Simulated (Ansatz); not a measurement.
## YCrB4 (Pbam): the HSE06 gap against the k mesh of the hybrid

Wanted: the cheapest k mesh of the hybrid that holds the HSE06 gap of YCrB4 (Pbam).

Method: DFT, HSE06, plane waves, PAW, in Ansatz 0.2.0.

## 1. Starting point

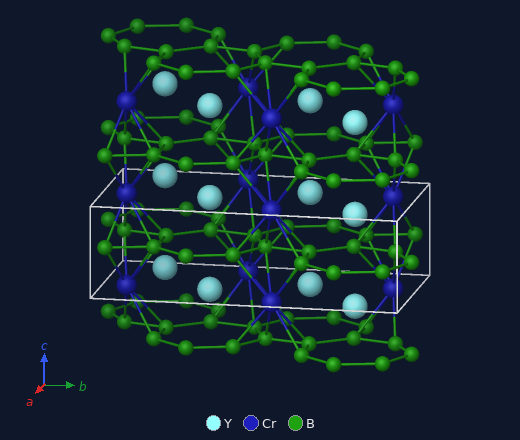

The cell as given, slightly off an axis (yttrium light teal, chromium blue, boron green). 1×1×2 cells are drawn. Some periodic images of atoms are drawn too.

Geometry: measured cell, ions relaxed with LDA. The runs that relaxed it are not among those shown. The default PAW set here is soft_2. Its files were made with PBE.

## 2. k mesh of the hybrid: 2×1×2

Input file input.yaml:

```yaml
crystal:
  lattice:
    - [5.972, 0.0, 0.0]
    - [0.0, 11.46, 0.0]
    - [0.0, 0.0, 3.461]
  atoms:
    - { symbol: "Y", position: [0.1241200582, 0.1503666462, 0.0] }
    - { symbol: "Y", position: [0.8758799418, 0.8496333538, 0.0] }
    - { symbol: "Y", position: [0.6241200582, 0.3496333538, 0.0] }
    - { symbol: "Y", position: [0.3758799418, 0.6503666462, 0.0] }
    - { symbol: Cr, position: [0.1201299701, 0.4217788391, 0.0] }
    - { symbol: Cr, position: [0.8798700299, 0.5782211609, 0.0] }
    - { symbol: Cr, position: [0.6201299701, 0.0782211609, 0.0] }
    - { symbol: Cr, position: [0.3798700299, 0.9217788391, 0.0] }
    - { symbol: B, position: [0.2788787008, 0.3166664432, 0.5] }
    - { symbol: B, position: [0.7211212992, 0.6833335568, 0.5] }
    - { symbol: B, position: [0.7788787008, 0.1833335568, 0.5] }
    - { symbol: B, position: [0.2211212992, 0.8166664432, 0.5] }
    - { symbol: B, position: [0.4755978654, 0.19122572, 0.5] }
    - { symbol: B, position: [0.5244021346, 0.80877428, 0.5] }
    - { symbol: B, position: [0.9755978654, 0.30877428, 0.5] }
    - { symbol: B, position: [0.0244021346, 0.69122572, 0.5] }
    - { symbol: B, position: [0.3876900757, 0.0465439879, 0.5] }
    - { symbol: B, position: [0.6123099243, 0.9534560121, 0.5] }
    - { symbol: B, position: [0.8876900757, 0.4534560121, 0.5] }
    - { symbol: B, position: [0.1123099243, 0.5465439879, 0.5] }
    - { symbol: B, position: [0.3611603249, 0.4674623973, 0.5] }
    - { symbol: B, position: [0.6388396751, 0.5325376027, 0.5] }
    - { symbol: B, position: [0.8611603249, 0.0325376027, 0.5] }
    - { symbol: B, position: [0.1388396751, 0.9674623973, 0.5] }
kpoints:
  mp_grid: { grid: [2, 1, 2] }
  band_path:
    path:
      - [0.0, 0.0, 0.0]
      - [0.5, 0.0, 0.0]
      - [0.5, 0.5, 0.0]
      - [0.0, 0.5, 0.0]
      - [0.0, 0.0, 0.5]
      - [0.5, 0.0, 0.5]
      - [0.5, 0.5, 0.5]
      - [0.0, 0.5, 0.5]
      - [0.25, 0.0, 0.0]
      - [0.0, 0.0, 0.3333333333]
    npoints: 1
hamiltonian:
  xc: hse06
scf:
  occupations: { method: fixed }
  n_extra_bands: 12
output:
  eigenvalues: true
```

On the command line:

```bash
> ansatz run input.yaml --threads 24 --pin off --max-ram 82944MiB --backend cuda --events-out ev --progress --plain --runs-dir out --devices 1 --max-vram 78GiB
```

Numbers of over 12 decimals in the logs are rounded to 6 here.

What it wrote:

```text
scf.n_extra_bands = 12 over 74 filled bands (N_el = 148.0): the run solves 86 bands
exact exchange: scf.exx.singularity resolves to wigner_seitz, which cuts the screened interaction at the faces of the exchange supercell's Wigner-Seitz cell, so that each pair interacts once, at the shortest of its separations (the periodic images that this leaves out come, for a point-like exchange hole, to about 0.044 eV on a filled level). The cut falls within the interaction's reach, and what an exchange supercel [...]
GPUs: using 1 of 1 available (devices: 1).
Engine: ansatz 0.2.0, aarch64-unknown-linux-gnu
Pseudopotentials: kind: paw
Pseudopotential: Y, paw, valence charge 11, recommended cutoff 420 eV (normal), Y.paw.azcp
Pseudopotential: Cr, paw, valence charge 14, recommended cutoff 420 eV (normal), Cr.paw.azcp
Pseudopotential: B, paw, valence charge 3, recommended cutoff 420 eV (normal), B.paw.azcp
Functional definition: HSE06
  parameter a = 0.25
  parameter omega = 0.11/bohr
  exchange = pbe_x - a*pbe_x_sr(omega) + a*exact_x_sr(omega)
  correlation = pbe_c
davidson cushion auto → on  (no smearing: the cushion is to keep the highest requested band from converging to the state above it; pin scf.eigensolver.cushion to override)
[...]
Crystal: 24 atoms, lattice volume = 236.868 Å³
Basis set: ecut = 420 eV, 4603 PW (Γ)
Bands: 86, of which v1, the nominal top of the filled ones, is band 74 counted from 1 (73 counted from 0)
Symmetry: 8 space group operations
Space group: Pbam (ITA 55), of the structure as read, at distance tolerance 6.2e-5 Å
k-points: 4
Non-local potential: Y, projectors of the file, l = 0: 3, l = 1: 2, l = 2: 2, l = 3: 1
Non-local potential: Cr, projectors of the file, l = 0: 3, l = 1: 2, l = 2: 3, l = 3: 1
Non-local potential: B, projectors of the file, l = 0: 2, l = 1: 2, l = 2: 1
PAW form: soft (Blöchl's): semilocal exchange-correlation on the pseudo side does not see the compensation charge
PAW frozen core: Y, regenerated for the run's functional, and the local potential with it (the file was generated under x = pbe(κ = 0.804, μ = 0.219515), c = pbe(β = 0.066725))
PAW frozen core: Cr, regenerated for the run's functional, and the local potential with it (the file was generated under x = pbe(κ = 0.804, μ = 0.219515), c = pbe(β = 0.066725))
PAW frozen core: B, regenerated for the run's functional, and the local potential with it (the file was generated under x = pbe(κ = 0.804, μ = 0.219515), c = pbe(β = 0.066725))
PAW one-centre angular grid: Y, 590 points (default); XC on 64 Gauss nodes
PAW one-centre angular grid: Cr, 590 points (default); XC on 64 Gauss nodes
PAW one-centre angular grid: B, 110 points (default); XC on 64 Gauss nodes
Initial density: superposition of atomic densities (neutral atoms: chi_scale 0, normalization atom), corrected by the library's trained network
Initial wavefunctions: pseudopotential atomic-orbital guess
[...]
Functional: x = pbe(κ = 0.804, μ = 0.219515), c = pbe(β = 0.066725), warm-up for x = pbe(κ = 0.804, μ = 0.219515) + 0.25 (exact − pbe) at short range (hse, ω = 0.207870 Å⁻¹), c = pbe(β = 0.066725); HSE06 as pw.x's `hse` composes it (authors' and Libxc's form: `xc: wpbeh`)
[...]
hybrid outer 1: dexx = +2.471e-1 eV, tail = 7.74e-4 eV
[...]
SCF 3 converged in 7 iterations: F = -31420.091472 eV  dr2 = 2.32e-8
hybrid outer 2: dexx = +5.624e-5 eV, tail = 5.67e-7 eV, Δε = 7.13e-3 eV (about 2.97e-4 eV left of the loop's levels)
[...]
NSCF: frozen V_eff on 10 k-points
hybrid SCF converged: 2 outer / 16 inner (+7 warm-up), last move |dexx| = 5.62e-5 eV, tail = 5.67e-7 eV
Stability not checked: this state was not tested for a lower state beside it, because the functional holds exact exchange (a hybrid, or Hartree-Fock), whose exchange loop this test does not read (fock_operator; see scf.lower_state_search)
Free energy (F): -31420.091470 eV
Frozen-core exchange: fock
Harris-Foulkes:  -31420.091470 eV  (|F-HF|=1.91e-8)
Internal energy: -31420.091470 eV  (E = F + TS)
E sigma→0 (E₀):  -31420.091470 eV
Fermi energy:    13.228601 eV
--- Per-component energies (eV) ---
  E_band       = -1081.458064
  E_kinetic    = 3390.638030
  E_local      = -9383.346790  (includes V_loc(G=0)·N_el)
  E_nonlocal   = 677.043839
  E_hartree    = 3923.156366
  E_xc         = -1437.202280
  E_vxc        = -1711.673072  (∫ρ·V_xc dr)
  E_exx        = -409.998866  (= α·E_x^exact, valence–valence)
  E_paw        = -17275.811152  (= ΣΔE_a)
  E_vpaw       = -1080.445156  (= ΣTr[D̂ρ^β])
  E_aug_tail   = 0.001461  (compensation charges beyond the density's cutoff)
  E_ewald      = -10902.083883
  E_core_change = -2.488194  (= ΣΔE_core)
  E_smearing   = -0.000000  (= −TS)
  E_closure    = -0.000000  (closes the sum)
  Σ components = -31420.091470   (vs F -31420.091470, Δ=0.00e0)
--- Band table (eV) ---
  k-point 0: bands = ["-63.3772", "-63.3772", "-63.2709", "-63.2708", "-33.4567", "-33.4564", "-33.1835", "-33.1835", "-33.0806", "-33.0803", "-32.8707", "-32.8680", "-32.7950", "-32.7949", "-32.7683", "-32.7676", "-31.0272", "-31.0154", "-31.0092", "-31.0010", "-10.0453", "-10.0345", "-10.0241", "-9.9557", "-9.9289", "-9.8274", "-9.7990", "-9.7909", "-9.6492", "-9.6289", "-9.6098", "-9.5895", "-0.7843", "-0.1535", " [...]
  k-point 1: bands = ["-63.3748", "-63.3747", "-63.2705", "-63.2705", "-33.4614", "-33.4606", "-33.2119", "-33.2117", "-33.1222", "-33.1220", "-32.8772", "-32.8756", "-32.7979", "-32.7978", "-32.7738", "-32.7732", "-30.9834", "-30.9719", "-30.9660", "-30.9581", "-10.3430", "-10.2994", "-10.2603", "-10.2174", "-9.9039", "-9.8959", "-9.8872", "-9.8252", "-9.8031", "-9.7211", "-9.7011", "-9.6924", "0.9827", "1.0210", "2 [...]
  k-point 2: bands = ["-63.3772", "-63.3772", "-63.2709", "-63.2709", "-33.4575", "-33.4575", "-33.1834", "-33.1834", "-33.0800", "-33.0800", "-32.8701", "-32.8701", "-32.7964", "-32.7964", "-32.7668", "-32.7668", "-31.0150", "-31.0150", "-31.0086", "-31.0086", "-10.0831", "-10.0831", "-9.9809", "-9.9809", "-9.8843", "-9.8843", "-9.7745", "-9.7745", "-9.6294", "-9.6294", "-9.6089", "-9.6089", "-0.0717", "-0.0717", "1 [...]
  k-point 3: bands = ["-63.3748", "-63.3748", "-63.2705", "-63.2705", "-33.4618", "-33.4618", "-33.2118", "-33.2118", "-33.1220", "-33.1220", "-32.8768", "-32.8768", "-32.7984", "-32.7984", "-32.7738", "-32.7738", "-30.9715", "-30.9715", "-30.9653", "-30.9653", "-10.3004", "-10.3004", "-10.2582", "-10.2582", "-9.9355", "-9.9355", "-9.8489", "-9.8489", "-9.7669", "-9.7669", "-9.6759", "-9.6759", "1.0236", "1.0236", "2 [...]
```

Run time: 7 s. Hardware: 1 × NVIDIA GB200 (shared by 2 runs) with 24 threads of Arm Neoverse V2, shared host; peak memory 1.4 GiB.

Numbers from this step:

- gap: 0.6005 eV
- valence top at: k = (0.250, 0.000, 0.000)
- conduction bottom at: k = (0.000, 0.000, 0.333)
- least direct gap: 0.7864 eV
- exact-exchange fraction: 0.25

The gap is indirect, with the least direct gap 0.19 eV higher.

## 3. k mesh of the hybrid: 2×2×4

input.yaml, as its differences from that of step 2:

```diff
@@ -31,3 +31,3 @@
 kpoints:
-  mp_grid: { grid: [2, 1, 2] }
+  mp_grid: { grid: [2, 2, 4] }
   band_path:
```

What it wrote:

```text
[...]
GPUs: using 1 of 1 available (devices: 1).
[...]
Crystal: 24 atoms, lattice volume = 236.868 Å³
Basis set: ecut = 420 eV, 4603 PW (Γ)
Bands: 86, of which v1, the nominal top of the filled ones, is band 74 counted from 1 (73 counted from 0)
[... 1 set-up line as in the run before ...]
[...]
k-points: 12 of 16
[...]
hybrid outer 1: dexx = +2.830e-1 eV, tail = 6.92e-4 eV
[...]
SCF 3 converged in 6 iterations: F = -31420.383903 eV  dr2 = 5.23e-8
[...]
NSCF: frozen V_eff on 10 k-points
[...]
Free energy (F): -31420.383902 eV
Frozen-core exchange: fock
[...]
Internal energy: -31420.383902 eV  (E = F + TS)
E sigma→0 (E₀):  -31420.383902 eV
Fermi energy:    13.327729 eV
[...]
--- Band table (eV; the first three rows and the last of 12) ---
[...]
```

Elapsed: 16 s, on 1 × NVIDIA GB200 (shared by 2 runs) with 24 threads; peak memory 2.2 GiB.

Numbers from this step:

```yaml
gap: 0.5810 eV
valence_top_at: k = (0.250, 0.000, 0.000)
conduction_bottom_at: k = (0.000, 0.000, 0.333)
least_direct_gap: 0.7514 eV
```

The gap is 0.581 eV, −0.020 eV from the run before at this level.

## 4. k mesh of the hybrid: 4×2×6

input.yaml, as its differences from that of step 3:

```diff
@@ -31,3 +31,3 @@
 kpoints:
-  mp_grid: { grid: [2, 2, 4] }
+  mp_grid: { grid: [4, 2, 6] }
   band_path:
```

What it wrote:

```text
[...]
GPUs: using 1 of 1 available (devices: 1).
[...]
Crystal: 24 atoms, lattice volume = 236.868 Å³
Basis set: ecut = 420 eV, 4603 PW (Γ)
Bands: 86, of which v1, the nominal top of the filled ones, is band 74 counted from 1 (73 counted from 0)
[... 1 set-up line as in the run before ...]
[...]
k-points: 24 of 48
[...]
hybrid outer 1: dexx = +2.801e-1 eV, tail = 7.05e-4 eV
[...]
SCF 3 converged in 6 iterations: F = -31420.392084 eV  dr2 = 6.05e-8
[...]
Free energy (F): -31420.392083 eV
Frozen-core exchange: fock
[...]
Internal energy: -31420.392083 eV  (E = F + TS)
E sigma→0 (E₀):  -31420.392083 eV
Fermi energy:    13.342133 eV
[...]
--- Band table (eV; the first three rows and the last of 24) ---
[...]
```

Run time: 33 s. Hardware: 1 × NVIDIA GB200 (shared by 2 runs) with 24 threads; peak memory 2.8 GiB; 8.2 min of CPU time.

Numbers from this step:

```yaml
gap: 0.5939 eV
valence_top_at: k = (0.250, 0.000, 0.000)
conduction_bottom_at: k = (0.000, 0.000, 0.333)
least_direct_gap: 0.7567 eV
```

The gap is 0.594 eV, +0.013 eV from the run before at this level.

## 5. The series

Differences are against the last row; a negative gap means that bands overlap, and a run with a band path holds that path's time. Times are wall times on 1 × NVIDIA GB200 (shared by 2 runs) with 24 threads of Arm Neoverse V2, shared host, good to a factor of about two.

| k mesh of the hybrid | gap (eV) | direct gap (eV) | gap error (eV) | energy error (meV/atom) | irreducible k | time |
| --- | --- | --- | --- | --- | --- | --- |
| 2×1×2 | 0.601 | 0.786 | +0.007 | +12.5 | 4 | 7 s |
| 2×2×4 | 0.581 | 0.751 | −0.013 | +0.3 | 12 | 16 s |
| 4×2×6 | 0.594 | 0.757 | +0.000 | +0.0 | 24 | 33 s |

## 6. Results

```
2×1×2 : 0.601 eV
2×2×4 : 0.581 eV
4×2×6 : 0.594 eV
```

What this shows: The gap holds to 0.02 eV from 2×1×2 on, the cheapest setting tried. At 2×1×2 the gap is off by +0.007 eV and the energy by +13 meV/atom. The gap is read over the mesh and added points near the edges, so meshes differ mainly through the density and, for a hybrid, the exchange operator. The runs have no spin polarisation. For a closed low-spin shell that is the natural state; where a d or f shell is open it is a constraint, and the gap is then not the crystal's own.

[Paths, hosts, dates, memory and timing lines, banners, echoed tables and standing remarks are left out of the program output.]

[Logs are printed without paths, hosts, clocks, repeated set-up lines and the standing remarks that a program may print on its own settings, such as how far it seeks lower states.]

[Runs of the session that timed out or met a known fault of the program may be left out.]

[Cells called generated may have been cut or substituted from an entry of the Crystallography Open Database or the Materials Project.]

[Hosts, paths, dates, database ids (printed as entryN), source tags and the programs' standing remarks are cut or masked in the printed files.]
